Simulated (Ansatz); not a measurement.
**Single-point calculation of AlCo**

System: AlCo (2 atoms in the cell).
Method: DFT PBEsol, scalar-relativistic, plane waves, PAW, no spin polarisation (Ansatz 0.2.0).

The structure derives from a Materials Project entry. It belongs to a series of runs on one base structure; here: strain -0.015 along x and y, +0.015 along z, atoms carried along. Figures and captions count atoms from 1; the log counts them from 0 in places.

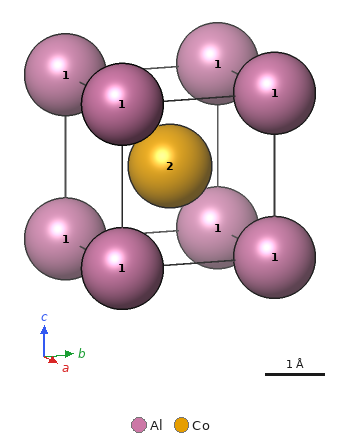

*The input geometry (spheres-only view of the cell of the calculation, seen slightly off an axis; atoms are numbered from 1 in the order of the input).*

**Input**
```yaml
crystal:
  lattice:
    - [2.7771121618, 0.0, 0.0]
    - [0.0, 2.7771121618, 0.0]
    - [0.0, 0.0, 2.8616942581]
  atoms:
    - { symbol: Al, position: [0.0, 0.0, 0.0] }
    - { symbol: Co, position: [0.5, 0.5, 0.5] }
basis:
  ecutwfc: 420
kpoints:
  mp_grid: { grid: [16, 16, 16] }
hamiltonian:
  xc: pbesol
scf:
  occupations: { method: gaussian, width: 0.15 }
output:
  forces: true
  stress: true
  eigenvalues: true
  write_density: true
  write_potential: true
  elf: true
  volumetric_format: npy
```

Run on 1 thread of Oxide Virtual Turin-like (Zen 5), 32 GiB of memory available, shared host.

Launched with:
```bash
ansatz run input.yaml --threads 1 --pin off --max-ram 2560MiB --backend cpu --events-out ev --progress --plain --runs-dir out
```

**What the program printed**
```
Engine: ansatz 0.2.0, x86_64-unknown-linux-gnu
Pseudopotentials: kind: paw
Pseudopotential: Al, paw, valence charge 3, recommended cutoff 420 eV (normal), Al.paw.azcp
Pseudopotential: Co, paw, valence charge 17, recommended cutoff 420 eV (normal), Co.paw.azcp
Functional definition: PBEsol
  exchange = pbesol_x
  correlation = pbesol_c
Crystal: 2 atoms, lattice volume = 22.070 Å³
Basis set: ecut = 420 eV, 453 PW (Γ), exchange–correlation on 40×40×40 points (8 copies of the dense FFT grid, shifted against one another)
Bands: 14, of which v1, the nominal top of the filled ones, is band 10 counted from 1 (9 counted from 0)
Symmetry: 16 space group operations
Space group: P4/mmm (ITA 123), of the structure as read, at distance tolerance 2.8e-5 Å
k-points: 405 of 4096
Non-local potential: Al, projectors of the file, l = 0: 2, l = 1: 2, l = 2: 1
Non-local potential: Co, projectors of the file, l = 0: 3, l = 1: 2, l = 2: 3, l = 3: 1
PAW form: soft (Blöchl's): semilocal exchange-correlation on the pseudo side does not see the compensation charge
PAW frozen core: Al, regenerated for the run's functional, and the local potential with it (the file was generated under x = pbe(κ = 0.804, μ = 0.2195149727645171), c = pbe(β = 0.06672455060314922))
PAW frozen core: Co, regenerated for the run's functional, and the local potential with it (the file was generated under x = pbe(κ = 0.804, μ = 0.2195149727645171), c = pbe(β = 0.06672455060314922))
PAW one-centre angular grid: Al, 110 points (default); XC on 64 Gauss nodes
PAW one-centre angular grid: Co, 590 points (default); XC on 64 Gauss nodes
Initial density: superposition of atomic densities (neutral atoms: chi_scale 0, normalization atom), corrected by the library's trained network
Initial wavefunctions: pseudopotential atomic-orbital guess
Functional: x = pbesol(κ = 0.804, μ = 0.12345679012345678), c = pbesol(β = 0.046)
SCF iter   1: F=—  HF=-5618.779207 eV  |F-HF|=—  |Δ(HF+E_count)|=         —  Δρ=2.88e-2  dr2=1.13e-1  ethr=1.77e-3  ⟨swp⟩=4.1  Hψ=25957  notcnv=0
preconditioner: auto → none  [metal: Δε(μ)=0.011 eV  Ē_g=8.572 eV  σ=0.150 eV  W_gap=0.04  n_scr=6 (ndim 8)  ℏωp=27.4 eV  f_vac=0.000  D(μ)=0.85/eV (n_scr^D=6)  sad-step TF]
SCF iter   2: F=—  HF=-5618.768725 eV  |F-HF|=—  |Δ(HF+E_count)|=   1.05e-2  Δρ=1.27e-2  dr2=2.49e-2  ethr=5.63e-4  ⟨swp⟩=1.7  Hψ=9408  notcnv=0  defer=10
SCF iter   3: F=—  HF=-5618.765993 eV  |F-HF|=—  |Δ(HF+E_count)|=   2.73e-3  Δρ=1.74e-3  dr2=4.79e-4  ethr=1.25e-4  ⟨swp⟩=1.0  Hψ=5680  notcnv=0  defer=10
SCF iter   4: F=—  HF=-5618.765942 eV  |F-HF|=—  |Δ(HF+E_count)|=   5.10e-5  Δρ=2.10e-4  dr2=1.30e-6  ethr=2.39e-6  ⟨swp⟩=1.5  Hψ=6351  notcnv=0  defer=10
SCF iter   5: F=—  HF=-5618.765957 eV  |F-HF|=—  |Δ(HF+E_count)|=   1.47e-5  Δρ=4.33e-5  dr2=1.11e-7  ethr=6.48e-9  ⟨swp⟩=2.3  Hψ=8698  notcnv=0  defer=10
SCF iter   6: F=-5618.765957 eV  HF=-5618.765957 eV  |F-HF|=1.23e-9  |Δ(HF+E_count)|=   5.31e-8  Δρ=4.19e-6  dr2=1.62e-9  ethr=5.00e-10  ⟨swp⟩=7.9  Hψ=34379  notcnv=0
SCF 1 converged in 6 iterations: F = -5618.765957 eV  dr2 = 1.62e-9
  greatest PAW one-centre occupation: 1.001 electrons in one spin orbital (limit 2), on the Co atom at site 1 (counted from 0), in its partial waves of l = 1
```

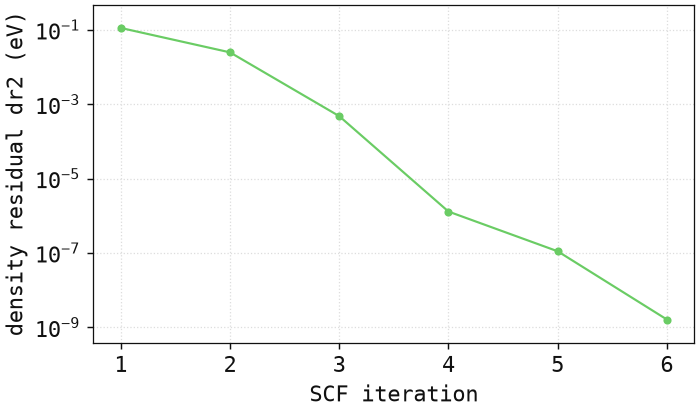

*Convergence of the self-consistent field: density residual dr2 against the SCF iteration.*

The residual falls at every step.

```
SCF converged after 6 iterations
Free energy (F): -5618.765957 eV
Harris-Foulkes:  -5618.765957 eV  (|F-HF|=1.23e-9)
Internal energy: -5618.756135 eV  (E = F + TS)
E sigma→0 (E₀):  -5618.761046 eV
Entropy (-TS):   -0.009822 eV (-4.911 meV/atom)
Fermi energy:    15.155586 eV
--- Per-component energies (eV) ---
  E_band       = -270.495447
  E_kinetic    = 485.961498
  E_local      = -3615.259745  (includes V_loc(G=0)·N_el)
  E_nonlocal   = 468.574688
  E_hartree    = 1562.098928
  E_xc         = -200.081003
  E_vxc        = -237.486100  (∫ρ·V_xc dr)
  E_paw        = -1940.520361  (= ΣΔE_a)
  E_vpaw       = -496.481239  (= ΣTr[D̂ρ^β])
  E_aug_tail   = 0.000061  (compensation charges beyond the density's cutoff)
  E_ewald      = -2379.737759
  E_core_change = 0.207558  (= ΣΔE_core)
  E_smearing   = -0.009822  (= −TS)
  E_closure    = 0.000000  (closes the sum)
  Σ components = -5618.765957   (vs F -5618.765957, Δ=0.00e0)
--- Forces (eV/Å), atoms counted from 1 ---
  atom   1  Al    -0.00000000     0.00000000     0.00000000
  atom   2  Co     0.00000000    -0.00000000     0.00000000
  max |Σ_I F_I| component: 1.13e-28 eV/Å
--- Stress (GPa, compression-positive) ---
        5.511133       0.000000       0.000000
        0.000000       5.511133       0.000000
        0.000000       0.000000       0.876848
  P = ⅓ Tr σ = 3.9664 GPa (39.664 kbar)
--- Band table (eV; the first three rows and the last of 405) ---
  k-point 0: bands = ["-79.3050", "-42.7543", "-42.7263", "-42.7263", "3.7705", "11.9480", "12.0005", "14.2886", "14.2886", "14.4043", "20.6270", "21.7456", "21.7456", "23.9770"]
  k-point 1: bands = ["-79.3048", "-42.7559", "-42.7262", "-42.7262", "3.8444", "11.9356", "12.0207", "14.2507", "14.2507", "14.4081", "19.9733", "21.8473", "21.8473", "24.1915"]
  k-point 2: bands = ["-79.3045", "-42.7605", "-42.7259", "-42.7259", "4.0650", "11.8820", "12.0786", "14.1462", "14.1462", "14.4192", "18.7371", "22.1435", "22.1435", "24.1387"]
  k-point 404: bands = ["-79.2931", "-42.7851", "-42.7750", "-42.7750", "11.0274", "11.0274", "11.0278", "14.9186", "15.0339", "17.4482", "17.5634", "17.5634", "19.7703", "20.7166"]
```

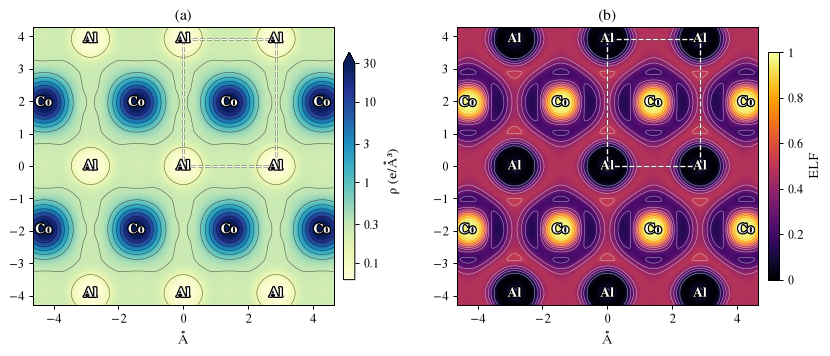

*(a) valence pseudo-density; (b) ELF on the (11̄0) plane of the conventional cell.*

The section cuts through Al and Co sites. Al–Al (2.86 Å): the density is about 0.24 e/Å³ at the midpoint; the ELF is about 0.50 at the midpoint (metallic bonding. Co–Co (2.86 Å): ρ at the midpoint is about 0.25 e/Å³; the ELF is about 0.40 at the midpoint (nearly free electrons, as in a simple metal). Away from the nuclei the density in this plane falls to 0.24 e/Å³ at its lowest. The strong features right at Co lie inside the PAW spheres (semicore, d or f shells) and say nothing about bonding. The fields are those of the smooth PAW valence density.

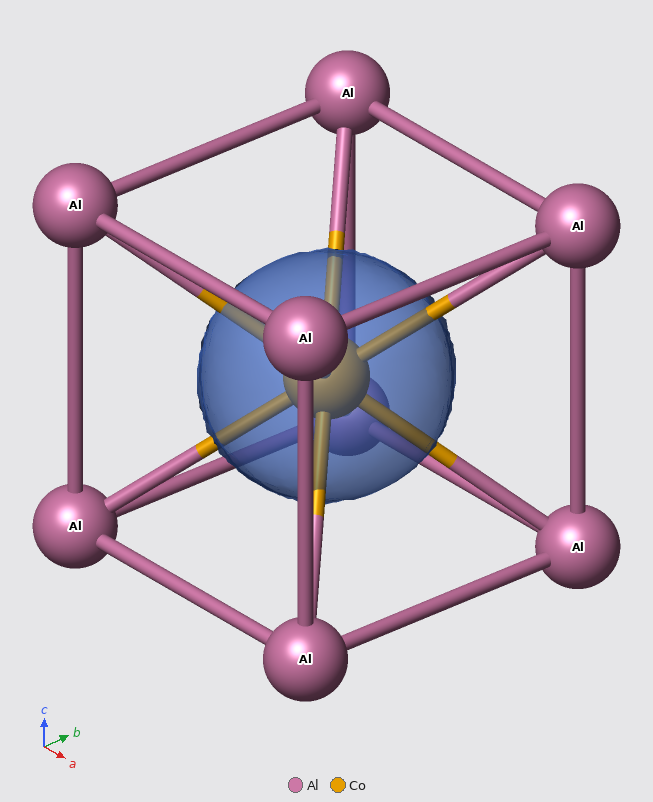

*Isosurface of the valence electron density at 0.5 e/Å³ (blue), seen at an oblique angle. Sticks mark near contacts. The outline is the cell set on symmetry axes.*

At this value the density breaks into separate islands; it holds about 75 % of the electrons treated as valence (semicore included). It is pinched off along the Al–Co (2.43 Å), Al–Al (2.78 Å), Co–Co (2.78 Å) and Al–Al (2.86 Å) contacts. On the grid the lowest density along these lines, outside the cores, is 0.28 e/Å³ (Al–Co, 2.43 Å), 0.24 e/Å³ (Al–Al, 2.78 Å), 0.28 e/Å³ (Co–Co, 2.78 Å) and 0.24 e/Å³ (Al–Al, 2.86 Å).

**Key numbers**

| quantity | value |
| --- | --- |
| outcome | converged |
| space group (tolerance 0.01 Å) | P4/mmm (123) |
| electrons treated | 20 |
| free energy | −5618.7660 eV |
| Fermi energy | 15.156 eV |
| gap on the k-point mesh | none (metallic) |
| pressure | 3.97 GPa |
| largest force (length of the vector) | under 0.001 eV/Å |
| wall time | 9.6 s |
| peak memory | 0.45 GiB |

**Notes**

The run has no spin polarisation, so a magnetic state may lie lower.
